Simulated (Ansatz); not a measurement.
Run report: Si₄₈C₄₇ (charge +1), geometry relaxation (part 3 of 3)

Continued. System: Si₄₈C₄₇ (defect cell, 95 atoms in the cell, total charge +1). Method: DFT, PBEsol, PAW, plane waves (Ansatz 0.2.0); cutoff 420 eV, 1×1×1 k-mesh, Fermi–Dirac smearing of 0.01 eV. 

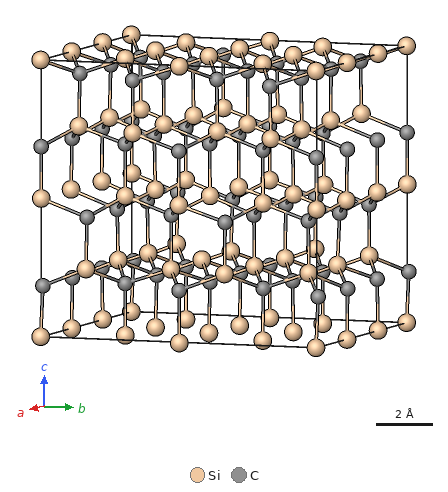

The input geometry (ball-and-stick view of the cell of the calculation, seen slightly off an axis).

What the program printed, continued
```
  k-point 0 ↑: bands = ["-5.8254", "-5.2981", "-5.2270", "-5.1078", "-4.7038", "-4.6006", "-4.5257", "-4.2544", "-4.0784", "-4.0130", ... 75 levels left out ..., "3.8600", "3.9506", "3.9698", "4.0653", "4.1173", "4.1649", "4.2421", "4.2691", "4.3136", "4.3396", "4.5656", "4.6157", "4.7493", "4.7980", "4.8873", "4.9039", "5.0063", "5.0619", "5.1320", "5.3073", "5.3376", "5.3832", "5.4154", "5.4473", "5.5222", "5.5817", "5.5849", "5.6188", "5.6656",
      "5.6858", "5.7395", "5.7584", "5.8271", "5.8453", "5.8713", "5.9093", "5.9226", "5.9739", "6.0583", "6.0882", "6.1479", "6.1923", "6.2727", "6.3133", "6.3258", "6.3820", "6.4522", "6.5290", "6.5822", "6.6315", "6.6504", "6.6742", "6.6931", "6.7547", "6.7663", "6.8426", "6.8901", "6.9337", "7.0462", "7.0632", "7.0904", "7.1194", "7.1583", "7.1940", "7.2259", "7.2613", "7.3136", "7.3364", "7.3667",
      "7.4206", "7.4500", "7.4654", "7.5071", "7.5221", "7.5714", "7.5923", "7.6026", "7.6428", "7.6846", "7.6937", "7.7460", "7.7662", "7.8228", "7.8735", "7.9141", "7.9472", "7.9814", "8.0302", "8.0702", "8.0963", "8.1693", "8.2087", "8.2620", "8.2809", "8.3773", "8.4387", "8.5322", "8.5885", "8.6556", "8.7356", "8.7836", "8.8152", "8.9887", "9.1802", "10.7739", "11.3139", "11.3370", "12.0298", "12.1588",
      "12.2769", "12.3862", "12.5362", "12.7065", "12.8867", "12.9710", "13.0742", "13.0865", "13.1643", "13.1956", "13.2426", "13.2646", "13.4164", "13.4558", "13.6141", "13.6433", "13.8224", "13.8618", "14.0144", "14.0976", "14.2080", "14.3061", "14.3189", "14.3615", "14.3919", "14.4523", "14.4852", "14.5244", "14.5629", "14.6077", "14.6656", "14.8135", "14.8578", "14.8809", "15.0401", "15.0832", "15.1251", "15.2085", "15.2422", "15.2850",
      "15.3283", "15.3501", "15.4180", "15.4817", "15.5691", "15.6006", "15.6222", "15.6450", "15.6630", "15.7006", "15.7269", "15.7475", "15.8187", "15.8421", "15.9028", "15.9915", "16.0334", "16.0875", "16.1961", "16.2376", "16.2627", "16.3190", "16.3784", "16.4180", "16.4663", "16.4804", "16.5163", "16.5648", "16.5824", "16.6011", "16.7014", "16.7284", "16.7930", "16.8170", "16.8532", "16.8834", "16.9185", "16.9446", "16.9605", "16.9861",
      "17.0583", "17.0915", "17.1443", "17.1627", "17.2143", "17.2260", "17.2982", "17.3181", "17.3366", "17.3584", "17.3804"]
  k-point 0 ↓: bands = ["-5.8157", "-5.2902", "-5.2171", "-5.0963", "-4.6946", "-4.5914", "-4.5123", "-4.2458", "-4.0676", "-4.0043", ... 75 levels left out ..., "3.8681", "3.9624", "3.9834", "4.0732", "4.1280", "4.1740", "4.2502", "4.2829", "4.3269", "4.3594", "4.5804", "4.6366", "4.7581", "4.8085", "4.8996", "4.9181", "5.0203", "5.0731", "5.1487", "5.3227", "5.3575", "5.3916", "5.4238", "5.4574", "5.5327", "5.5903", "5.5934", "5.6315", "5.6734",
      "5.6961", "5.7481", "5.7685", "5.8376", "5.8546", "5.8793", "5.9200", "5.9314", "5.9821", "6.0681", "6.1034", "6.1619", "6.2070", "6.2834", "6.3252", "6.3428", "6.3967", "6.4651", "6.5397", "6.5906", "6.6414", "6.6595", "6.6844", "6.7044", "6.7612", "6.7794", "6.8546", "6.9001", "6.9464", "7.0538", "7.0731", "7.1016", "7.1259", "7.1709", "7.2035", "7.2395", "7.2735", "7.3257", "7.3455", "7.3772",
      "7.4352", "7.4580", "7.4742", "7.5157", "7.5333", "7.5808", "7.6028", "7.6164", "7.6528", "7.6924", "7.7003", "7.7533", "7.7762", "7.8327", "7.8850", "7.9244", "7.9637", "7.9940", "8.0391", "8.0771", "8.1280", "8.1793", "8.2184", "8.2695", "8.2962", "8.3919", "8.4489", "8.5425", "8.6101", "8.6714", "8.7535", "8.7956", "8.8297", "8.9964", "9.1877", "11.1721", "11.4357", "11.4729", "12.0545", "12.1758",
      "12.3064", "12.4157", "12.5643", "12.7309", "12.9051", "12.9886", "13.0973", "13.1098", "13.1823", "13.2209", "13.2678", "13.3012", "13.4448", "13.4960", "13.6300", "13.6641", "13.8520", "13.8783", "14.0339", "14.1171", "14.2279", "14.3218", "14.3375", "14.3778", "14.4106", "14.4720", "14.5012", "14.5444", "14.5811", "14.6320", "14.6902", "14.8327", "14.8769", "14.8968", "15.0540", "15.0961", "15.1458", "15.2269", "15.2551", "15.2967",
      "15.3495", "15.3677", "15.4348", "15.4985", "15.5905", "15.6151", "15.6394", "15.6654", "15.6773", "15.7161", "15.7427", "15.7626", "15.8305", "15.8582", "15.9189", "16.0106", "16.0470", "16.1053", "16.2110", "16.2530", "16.2747", "16.3400", "16.3906", "16.4326", "16.4830", "16.4932", "16.5351", "16.5798", "16.6029", "16.6168", "16.7223", "16.7430", "16.8037", "16.8305", "16.8666", "16.8974", "16.9305", "16.9610", "16.9784", "17.0029",
      "17.0769", "17.1050", "17.1607", "17.1799", "17.2343", "17.2485", "17.3106", "17.3306", "17.3494", "17.3713", "17.3952"]
--- Relaxed structure (13 steps of the walk, 10 accepted, 0 SCFs on fresh bases) ---
  F+E_penalty+E_count = -41457.77424325 eV   max|allowed force component| = 1.756e-2 eV/Å
  atoms:
    - { symbol: Si, position: [0.00039734694684201693, 0.0006383564154042729, 0.4998932820922545] }
    - { symbol: Si, position: [0.3338165768235047, 0.00047101809024648603, 0.499506581868952] }
    - { symbol: Si, position: [0.16666639563756902, 0.2505578863713565, 0.5005293926775644] }
    - { symbol: Si, position: [-0.00012648323087870275, 0.5020542089258174, 0.5016814951979603] }
    - { symbol: Si, position: [0.6664086868558491, 1.0008536960158618, 0.4995006358533861] }
    - { symbol: Si, position: [0.5000835802317106, 0.24961064015394974, 0.4953388740957862] }
    - { symbol: Si, position: [0.33228328932974044, 0.5054246121354543, 0.5064028519850333] }
    - { symbol: Si, position: [0.1665193622418966, 0.750543747960651, 0.5007354029695653] }
    - { symbol: Si, position: [0.833822412057235, 0.25037503461577865, 0.5003837340304977] }
    - { symbol: Si, position: [0.668027702387825, 0.5053288210673724, 0.50735138840655] }
    - { symbol: Si, position: [0.5004144381553361, 0.752118406876536, 0.5008483682113978] }
    - { symbol: Si, position: [0.8339112849502271, 0.7510234390346155, 0.5009134857972359] }
    - { symbol: Si, position: [1.0001600114529918, 0.16636705752446282, 0.24949512753513206] }
    - { symbol: Si, position: [0.33252214796105184, 0.16526207949215702, 0.247553030676199] }
    - { symbol: Si, position: [0.16687454754851108, 0.4160993673726589, 0.2505734484352085] }
    - { symbol: Si, position: [1.0000351682323898, 0.6664005049490298, 0.25018032632164544] }
    - { symbol: Si, position: [0.6675721020175828, 0.16541624188937176, 0.2474019697481945] }
    - { symbol: Si, position: [0.4992891980820544, 0.40963547136242295, 0.24436299624711946] }
    - { symbol: Si, position: [0.3340707873430696, 0.6663876286067592, 0.24972287540362317] }
    - { symbol: Si, position: [0.1667449963825958, 0.9161423350349582, 0.2492917761006457] }
    - { symbol: Si, position: [0.8329596493334235, 0.415864445584267, 0.25064071145015815] }
    - { symbol: Si, position: [0.6660992725117595, 0.6663064657017387, 0.25012031929501133] }
    - { symbol: Si, position: [0.5000948903350784, 0.9166905413899243, 0.24929684870157032] }
    - { symbol: Si, position: [0.8334478511285386, 0.9163114686250358, 0.24938857904032244] }
    - { symbol: Si, position: [0.16654221572070332, 0.08396436470976208, 0.7499213879556139] }
    - { symbol: Si, position: [1.0000994356205983, 0.3338160979711906, 0.7504991699686556] }
    - { symbol: Si, position: [0.5001500088060907, 0.08409003904159001, 0.7470226541227187] }
    - { symbol: Si, position: [0.33273826516486243, 0.3339148860160878, 0.7501321325075645] }
    - { symbol: Si, position: [0.16585289184221388, 0.5846467074747772, 0.7515996520799637] }
    - { symbol: Si, position: [1.000202733350769, 0.8343058969976921, 0.7505438469306922] }
    - { symbol: Si, position: [0.8337445477716713, 0.08394335574878317, 0.7498620369161186] }
    - { symbol: Si, position: [0.6675835366371197, 0.3339907517780124, 0.7502767567015572] }
    - { symbol: Si, position: [0.5002630525542037, 0.5852144329658187, 0.752641598402796] }
    - { symbol: Si, position: [0.33348920586325004, 0.834412464573343, 0.7502614302073576] }
    - { symbol: Si, position: [0.8347076979507934, 0.5849067583429766, 0.752388797258205] }
    - { symbol: Si, position: [0.666832845414849, 0.8344794578175717, 0.7503367321999486] }
    - { symbol: Si, position: [0.00011759624794094145, 1.0000690652412414, 0.999763915200448] }
    - { symbol: Si, position: [0.33335410719231945, 0.00014625238732291618, -0.001361456610776809] }
    - { symbol: Si, position: [0.16652425066884546, 0.24998225486142217, 0.9995062657306648] }
    - { symbol: Si, position: [1.0000987517520936, 0.4996967278683581, 1.0013192066487917] }
    - { symbol: Si, position: [0.6668161265840018, 0.00016855942365120148, 0.9986554917809422] }
    - { symbol: Si, position: [0.5000446445189857, 0.2489571024479817, 0.9968896599503866] }
    - { symbol: Si, position: [0.3338749515544644, 0.4995671161543536, 1.0001710865496976] }
    - { symbol: Si, position: [0.1668169458404841, 0.7502405256913152, 0.0003671426691075227] }
    - { symbol: Si, position: [0.8336721052184443, 0.24990235752377737, 0.9995255540883199] }
    - { symbol: Si, position: [0.666022209721838, 0.49950353565653893, 0.000673367543277649] }
    - { symbol: Si, position: [0.5001236936688405, 0.7507120039438601, 0.00034666315642781887] }
    - { symbol: Si, position: [0.833425924928962, 0.750344773691616, 0.0006402032533784522] }
    - { symbol: C, position: [0.0001663662472329633, -0.00032692690316256064, 0.18721664441432387] }
    - { symbol: C, position: [0.33333874311571227, -0.0008575504898816589, 0.186303563725589] }
    - { symbol: C, position: [0.16671505809776793, 0.24995006377548604, 0.18704294321025372] }
    - { symbol: C, position: [5.756356460191648e-7, 0.4992522527675464, 0.18907008326021194] }
    - { symbol: C, position: [0.6669136910895449, -0.000822824992604946, 0.18631581509753148] }
    - { symbol: C, position: [0.5000582806244748, 0.24529608053677554, 0.18316040122495378] }
    - { symbol: C, position: [0.33376881909801515, 0.4988861498924753, 0.1892726226759311] }
    - { symbol: C, position: [0.16704702626170922, 0.7492214214525637, 0.18779965504645815] }
    - { symbol: C, position: [0.8336291084011697, 0.24982430787456103, 0.1869715491637463] }
    - { symbol: C, position: [0.6658083396162282, 0.49859536726985104, 0.19014522634644687] }
    - { symbol: C, position: [0.5001725358729507, 0.7498108215372384, 0.18770187414774156] }
    - { symbol: C, position: [0.8331793991028676, 0.7492411723427983, 0.188056770363389] }
    - { symbol: C, position: [1.0001534430013954, 1.0006154753455319, 0.6871108389202291] }
    - { symbol: C, position: [0.33317239881154026, 0.0011403283241567443, 0.6862620620043023] }
    - { symbol: C, position: [0.1666856095694144, 0.2507043806367079, 0.6872899027925679] }
    - { symbol: C, position: [0.00010087392381903559, 0.5007020729081445, 0.6882963010564719] }
    - { symbol: C, position: [0.6669717909438472, 0.0011866813542072176, 0.6862498230246336] }
    - { symbol: C, position: [0.5000931144625135, 0.25392682247273124, 0.6828152176275687] }
    - { symbol: C, position: [0.3339136042092103, 0.5011519693135794, 0.6904622781700679] }
    - { symbol: C, position: [0.16690741706161705, 0.7506830231423726, 0.6877570893571614] }
    - { symbol: C, position: [0.8333912211144341, 0.25069515843238377, 0.687248897852715] }
    - { symbol: C, position: [0.667155259472756, 0.5015124182114474, 0.691510448907715] }
    - { symbol: C, position: [0.5001225643434664, 0.7509820681222055, 0.6878233472545708] }
    - { symbol: C, position: [0.83341496034333, 0.750772824235207, 0.6879753739665826] }
    - { symbol: C, position: [1.000442615116148, 0.16769134444547673, 0.437757527736165] }
    - { symbol: C, position: [0.33308325948030104, 0.1687266108575258, 0.43576360317676205] }
    - { symbol: C, position: [0.17070880144736425, 0.41768723461820795, 0.4390815266150937] }
    - { symbol: C, position: [1.0002039037725567, 0.6673771891553492, 0.4383526978500711] }
    - { symbol: C, position: [0.667052707152446, 0.16919714987651135, 0.43553853814688603] }
    - { symbol: C, position: [0.33553107288481715, 0.6672311857555494, 0.4377719774803857] }
    - { symbol: C, position: [0.1674289649386695, 0.9170901539818945, 0.43746785085795337] }
    - { symbol: C, position: [0.8300469754674988, 0.41672085843132034, 0.43865916352088125] }
    - { symbol: C, position: [0.6655071786376383, 0.6675731337107351, 0.4381421917871037] }
    - { symbol: C, position: [0.5002342799732137, 0.9179101395719523, 0.4374443080018847] }
    - { symbol: C, position: [0.8331885448485153, 0.917907758867524, 0.4375344239241164] }
    - { symbol: C, position: [0.16665589330233013, 0.08351801611566392, 0.9376289266510017] }
    - { symbol: C, position: [1.0000742274197645, 0.33362070968730556, 0.9380959982263846] }
    - { symbol: C, position: [0.5000763438337076, 0.08317137170520257, 0.9348308785858968] }
    - { symbol: C, position: [0.3335727239272307, 0.33324650563191915, 0.9375021936672481] }
    - { symbol: C, position: [0.16674445596089338, 0.5832599746464933, 0.9394036786432528] }
    - { symbol: C, position: [0.00012548617515098945, 0.8333294848265292, 0.9383378675091627] }
    - { symbol: C, position: [0.833579542596973, 0.0834711242066216, 0.9375913918033928] }
    - { symbol: C, position: [0.6666227884441437, 0.3332174430545427, 0.9377264581390796] }
    - { symbol: C, position: [0.5000721921279992, 0.5837535767915637, 0.9397527500086515] }
    - { symbol: C, position: [0.33336619598395184, 0.8334130347204743, 0.9379039830333905] }
    - { symbol: C, position: [0.8335395925130608, 0.5834298757484739, 0.9401645788164613] }
    - { symbol: C, position: [0.6668850942647148, 0.8334436025059617, 0.9380009588547343] }
--- Löwdin populations: 95 sites ---
  site symbol       q [e]    m [muB]
     0     Si      2.9416     0.0012
     1     Si      2.9390     0.0042
     2     Si      2.9401     0.0016
     3     Si      2.9477     0.0044
     4     Si      2.9410     0.0036
     5     Si      3.1321     0.0284
     6     Si      3.1489     0.1190
     7     Si      2.9391     0.0057
     8     Si      2.9374     0.0010
     9     Si      3.1668     0.1654
    10     Si      2.9343     0.0029
    11     Si      2.9406     0.0057
    12     Si      2.9529     0.0000
    13     Si      2.9461     0.0037
    14     Si      2.9518     0.0018
    15     Si      2.9519     0.0007
    16     Si      2.9452     0.0033
    17     Si      3.2470     0.3181
    18     Si      2.9460     0.0009
    19     Si      2.9531     0.0001
    20     Si      2.9497     0.0031
    21     Si      2.9466     0.0008
    22     Si      2.9504     0.0005
    23     Si      2.9528     0.0001
    24     Si      2.9521     0.0000
    25     Si      2.9519     0.0008
    26     Si      2.9560     0.0025
    27     Si      2.9475     0.0003
    28     Si      2.9494     0.0102
    29     Si      2.9525     0.0003
    30     Si      2.9523     0.0003
    31     Si      2.9483     0.0011
    32     Si      2.9436     0.0041
    33     Si      2.9525     0.0008
    34     Si      2.9488     0.0094
    35     Si      2.9527     0.0010
    36     Si      2.9394     0.0002
    37     Si      2.9389     0.0002
    38     Si      2.9389     0.0007
    39     Si      2.9397     0.0015
    40     Si      2.9387     0.0000
    41     Si      2.9341     0.0151
    42     Si      2.9383     0.0078
    43     Si      2.9395     0.0012
    44     Si      2.9387     0.0008
    45     Si      2.9411     0.0084
    46     Si      2.9380     0.0010
    47     Si      2.9393     0.0016
    48      C      4.9577     0.0001
    49      C      4.9588    -0.0005
    50      C      4.9599     0.0016
    51      C      4.9581     0.0013
    52      C      4.9586    -0.0006
    53      C      4.9467     0.0340
    54      C      4.9351     0.0107
    55      C      4.9579     0.0010
    56      C      4.9603     0.0010
    57      C      4.9339     0.0060
    58      C      4.9603     0.0020
    59      C      4.9578     0.0007
    60      C      4.9576     0.0001
    61      C      4.9577     0.0008
    62      C      4.9606     0.0011
    63      C      4.9583     0.0007
    64      C      4.9579     0.0012
    65      C      4.9345     0.0064
    66      C      4.9478     0.0158
    67      C      4.9577     0.0004
    68      C      4.9602     0.0010
    69      C      4.9486     0.0240
    70      C      4.9603     0.0016
    71      C      4.9580     0.0008
    72      C      4.9668     0.0019
    73      C      4.9481     0.0094
    74      C      4.9366     0.0020
    75      C      4.9668    -0.0004
    76      C      4.9478     0.0061
    77      C      4.9481     0.0073
    78      C      4.9620     0.0053
    79      C      4.9365    -0.0012
    80      C      4.9468     0.0114
    81      C      4.9708    -0.0001
    82      C      4.9603     0.0058
    83      C      4.9691     0.0002
    84      C      4.9693     0.0002
    85      C      4.9663     0.0125
    86      C      4.9705     0.0006
    87      C      4.9654     0.0117
    88      C      4.9684     0.0001
    89      C      4.9692     0.0001
    90      C      4.9699    -0.0002
    91      C      4.9703    -0.0005
    92      C      4.9688     0.0003
    93      C      4.9650     0.0147
    94      C      4.9688    -0.0002
  spilling = 0.009789 (of n_electrons = 379.000000)
```

Key numbers

- outcome: converged
- electrons treated: 379
- free energy: −41457.7742 eV
- Fermi energy: 10.973 eV
- net moment of the cell: 1.00 μB
- largest force (length of the vector) at the end: 0.021 eV/Å
- hardware: 1 × NVIDIA GB300 Max-Q, 32 threads of Arm Neoverse-V2, 180 GiB of memory available, shared host
- wall time: 18 s (CPU time 56 s)
- peak memory: 2 GiB

The k-point mesh is coarse for a cell of this size, so the results may not be converged.
